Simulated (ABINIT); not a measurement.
# Optical-spectrum calculation of TaN (part 1 of 2)

TaN (Fm-3m, 2 atoms in the cell), computed with Kohn-Sham DFT of a periodic cell, PBEsol, PseudoDojo NC SR PBEsol v0.4.1 standard, no spin polarisation (ABINIT 10.8.3).

The structure derives from a Materials Project entry.

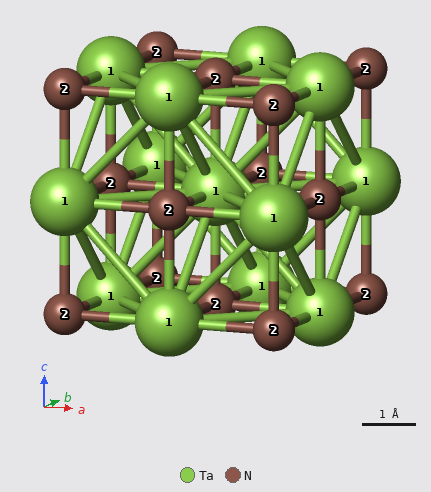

*The structure as given in the input (ball-and-stick view of the cell 4 times as large as that of the calculation, set on its symmetry axes, seen slightly off an axis; atoms are numbered from 1 in the order of the input).*

Near neighbours in the crystal (not all of them lie inside the picture): Ta has 6 N at 2.19 Å and 12 Ta at 3.09 Å; N has 6 Ta at 2.19 Å.

Input:
```
# Datasets
ndtset 3

# Pseudopotentials
pp_dirpath "./"
pseudos "Ta.upf, N.upf"

# Structure
acell 3*1.0 Angstrom
rprim
     0.0000000000     2.1872911900     2.1872911900
     2.1872911900     0.0000000000     2.1872911900
     2.1872911900     2.1872911900     0.0000000000
ntypat 2
znucl 73 7
natom 2
typat 1 2
chkprim 0
chksymtnons 0
tolsym 1.0e-6
xred
            1/2            1/2            1/2
            0.0            0.0            0.0

# Plane-wave basis
ecut 42.0
ecutsm 0.5

# k points
ngkpt 6 6 6
nshiftk 4
shiftk
     0.5000000000     0.5000000000     0.5000000000
     0.5000000000     0.0000000000     0.0000000000
     0.0000000000     0.5000000000     0.0000000000
     0.0000000000     0.0000000000     0.5000000000
istwfk *1

# Exchange and correlation
ixc -116133

# Bands and occupations
occopt 3
tsmear 0.00183747

# SCF cycle
nstep 80

# Output
iomode 3
prteig 0
prtebands 0

# Dataset 1: ground state
nband1 13
tolvrs1 1.0e-12
prtden1 1
prtwf1 0
kptopt1 1

# Dataset 2: empty bands at fixed density
iscf2 -3
getden2 1
nband2 25
nbdbuf2 4
tolwfr2 1.0e-12
nstep2 120
prtden2 0
kptopt2 1

# Dataset 3: wave functions and velocity matrix elements in the full zone
optdriver3 8
wfk_task3 "wfk_optics_fullbz"
getwfk3 2
nband3 21
kptopt3 1
prtevk3 1
inclvkb3 2
```

File optic.abi:
```
&FILES
 ddkfile_1 = 'runo_DS3_1_EVK.nc',
 ddkfile_2 = 'runo_DS3_2_EVK.nc',
 ddkfile_3 = 'runo_DS3_3_EVK.nc',
 wfkfile = 'runo_DS3_WFK.nc'
/
&PARAMETERS
 broadening = 0.007350,
 domega = 0.002,
 maxomega = 0.8,
 scissor = 0.000000,
 tolerance = 0.002
/
&COMPUTATIONS
 num_lin_comp = 1,
 lin_comp = 11,
 num_nonlin_comp = 0
/
```

Machine: 1 thread of Arm Neoverse V2, 24 GiB of memory available, shared host.

Launched with:
```bash
abinit run.abi > log 2>&1
optic optic.abi > optic.log 2>&1
```

Log:
```
.Version 10.8.3 of ABINIT
 DATASET    1 : space group Fm -3 m (#225); Bravais cF (face-center cubic)
================================================================================
 Values of the parameters that define the memory need for DATASET  1.
     intxc =       0    ionmov =       0      iscf =       7    lmnmax =       8
     lnmax =       8     mgfft =      36  mpssoang =       4    mqgrid =    3001
     natom =       2  nloc_mem =       1    nspden =       1   nspinor =       1
    nsppol =       1      nsym =      48    n1xccc =    2501    ntypat =       2
    occopt =       3   xclevel =       2
       mpw =        1852          nfft =       46656          nkpt =          28
================================================================================
================================================================================

 DATASET    2 : space group Fm -3 m (#225); Bravais cF (face-center cubic)
================================================================================
 Values of the parameters that define the memory need for DATASET  2.
     intxc =       0    ionmov =       0      iscf =      -3    lmnmax =       8
     lnmax =       8     mgfft =      36  mpssoang =       4    mqgrid =    3001
     natom =       2  nloc_mem =       1    nspden =       1   nspinor =       1
    nsppol =       1      nsym =      48    n1xccc =    2501    ntypat =       2
    occopt =       3   xclevel =       2
       mpw =        1852          nfft =       46656          nkpt =          28
================================================================================
================================================================================

 DATASET    3 : space group Fm -3 m (#225); Bravais cF (face-center cubic)
================================================================================
 Values of the parameters that define the memory need for DATASET  3.
     intxc =       0    ionmov =       0      iscf =       7    lmnmax =       8
     lnmax =       8     mgfft =      36  mpssoang =       4    mqgrid =    3001
     natom =       2  nloc_mem =       1    nspden =       1   nspinor =       1
    nsppol =       1      nsym =      48    n1xccc =    2501    ntypat =       2
    occopt =       3   xclevel =       2
       mpw =        1852          nfft =       46656          nkpt =          28
================================================================================
================================================================================

--------------------------------------------------------------------------------
------------- Echo of variables that govern the present computation ------------
--------------------------------------------------------------------------------
 -outvars: echo values of preprocessed input variables --------
            acell      1.8897261259E+00  1.8897261259E+00  1.8897261259E+00 Bohr
              amu      1.80947900E+02  1.40067400E+01
          chkprim           0
      chksymtnons           0
             ecut      4.20000000E+01 Hartree
           ecutsm      5.00000000E-01 Hartree
           getden1          0
           getden2          1
           getden3          0
           getwfk1          0
           getwfk2          0
           getwfk3          2
             iscf1          7
             iscf2         -3
             iscf3          7
              ixc     -116133
           jdtset        1    2    3
         kptrlatt        6   -6    6     -6    6    6     -6   -6    6
          kptrlen      4.96005757E+01
            natom           2
            nband1         13
            nband2         25
            nband3         21
           nbdbuf1          0
           nbdbuf2          4
           nbdbuf3          0
           ndtset           3
            ngfft          36      36      36
             nkpt          28
            nstep1         80
            nstep2        120
            nstep3         80
             nsym          48
           ntypat           2
           occopt           3
        optdriver1          0
        optdriver2          0
        optdriver3          8
           prtden1          1
           prtden2          0
           prtden3          1
        prtebands           0
           prteig           0
           prtevk1          0
           prtevk2          0
           prtevk3          1
            prtwf1          0
            prtwf2          1
            prtwf3          1
            rprim      0.0000000000E+00  2.1872911900E+00  2.1872911900E+00
                       2.1872911900E+00  0.0000000000E+00  2.1872911900E+00
                       2.1872911900E+00  2.1872911900E+00  0.0000000000E+00
           shiftk      5.00000000E-01  5.00000000E-01  5.00000000E-01
          spgroup         225
           tolsym      1.00000000E-06
           tolvrs1     1.00000000E-12
           tolvrs2     0.00000000E+00
           tolvrs3     0.00000000E+00
           tolwfr1     0.00000000E+00
           tolwfr2     1.00000000E-12
           tolwfr3     0.00000000E+00
           tsmear      1.83747000E-03 Hartree
            typat      1  2
         wfk_task1          0
         wfk_task2          0
         wfk_task3          7
           xangst      2.1872911900E+00  2.1872911900E+00  2.1872911900E+00
                       0.0000000000E+00  0.0000000000E+00  0.0000000000E+00
            xcart      4.1333813067E+00  4.1333813067E+00  4.1333813067E+00
                       0.0000000000E+00  0.0000000000E+00  0.0000000000E+00
             xred      5.0000000000E-01  5.0000000000E-01  5.0000000000E-01
                       0.0000000000E+00  0.0000000000E+00  0.0000000000E+00
            znucl       73.00000    7.00000

================================================================================

 chkinp: Checking input parameters for consistency, jdtset=   1.

 chkinp: Checking input parameters for consistency, jdtset=   2.

 chkinp: Checking input parameters for consistency, jdtset=   3.

================================================================================
== DATASET  1 ==================================================================

--- !DatasetInfo
iteration_state: {dtset: 1, }
dimensions: {natom: 2, nkpt: 28, mband: 13, nsppol: 1, nspinor: 1, nspden: 1, mpw: 1852, }
cutoff_energies: {ecut:  42.0, pawecutdg:  -1.0, }
electrons: {nelect:   1.80000000E+01, charge:   0.00000000E+00, occopt:   3.00000000E+00, tsmear:   1.83747000E-03, }
meta: {optdriver: 0, ionmov: 0, optcell: 0, iscf: 7, paral_kgb: 0, }
...

 Real(R)+Recip(G) space primitive vectors, cartesian coordinates (Bohr,Bohr^-1):
 R(1)=  0.0000000  4.1333813  4.1333813  G(1)= -0.1209663  0.1209663  0.1209663
 R(2)=  4.1333813  0.0000000  4.1333813  G(2)=  0.1209663 -0.1209663  0.1209663
 R(3)=  4.1333813  4.1333813  0.0000000  G(3)=  0.1209663  0.1209663 -0.1209663
 Unit cell volume ucvol=  1.4123633E+02 bohr^3
 Angles (23,13,12)=  6.00000000E+01  6.00000000E+01  6.00000000E+01 degrees

 getcut: wavevector=  0.0000  0.0000  0.0000  ngfft=  36  36  36
         ecut(hartree)=     42.000   => boxcut(ratio)=   2.11102

--- Pseudopotential description ------------------------------------------------
- pspini: atom type   1  psp file is ./Ta.upf
  73.00000  13.00000  180301                  znucl, zion, pspdat
12 -116133 3 -1 1432                          pspcod,pspxc,lmax,lloc,mmax
     nproj     2     2     2     2

- pspini: atom type   2  psp file is ./N.upf
   7.00000   5.00000  180301                  znucl, zion, pspdat
12 -116133 1 -1 1058                          pspcod,pspxc,lmax,lloc,mmax
     nproj     2     2     0     0

   4.85512038E+02                                ecore*ucvol(ha*bohr**3)
--------------------------------------------------------------------------------

================================================================================

--- !BeginCycle
iteration_state: {dtset: 1, }
solver: {iscf: 7, nstep: 80, nline: 4, wfoptalg: 0, }
tolerances: {tolvrs: 1.00E-12, }
...

     iter   Etot(hartree)      deltaE(h)  residm     vres2
 ETOT  1  -75.329212503840    -7.533E+01 1.298E-01 7.495E+02
 ETOT  2  -75.236537176608     9.268E-02 3.547E-02 1.345E+03
 ETOT  3  -75.494450098230    -2.579E-01 1.175E-02 6.433E+00
 ETOT  4  -75.495919162321    -1.469E-03 3.324E-03 6.657E-01
 ETOT  5  -75.496044163726    -1.250E-04 2.882E-03 3.759E-02
 ETOT  6  -75.496050283919    -6.120E-06 5.257E-04 6.421E-04
 ETOT  7  -75.496050415020    -1.311E-07 4.169E-04 8.063E-05
 ETOT  8  -75.496050433462    -1.844E-08 1.142E-04 1.006E-07
 ETOT  9  -75.496050433497    -3.490E-11 6.533E-05 1.855E-09
 ETOT 10  -75.496050433499    -1.776E-12 6.577E-05 1.114E-10
 ETOT 11  -75.496050433496     2.402E-12 4.007E-05 5.158E-13

 At SCF step   11       vres2   =  5.16E-13 < tolvrs=  1.00E-12 =>converged.

 Cartesian components of stress tensor (hartree/bohr^3)
  sigma(1 1)=  1.47976152E-05  sigma(3 2)=  0.00000000E+00
  sigma(2 2)=  1.47976152E-05  sigma(3 1)=  0.00000000E+00
  sigma(3 3)=  1.47976152E-05  sigma(2 1)=  0.00000000E+00
```
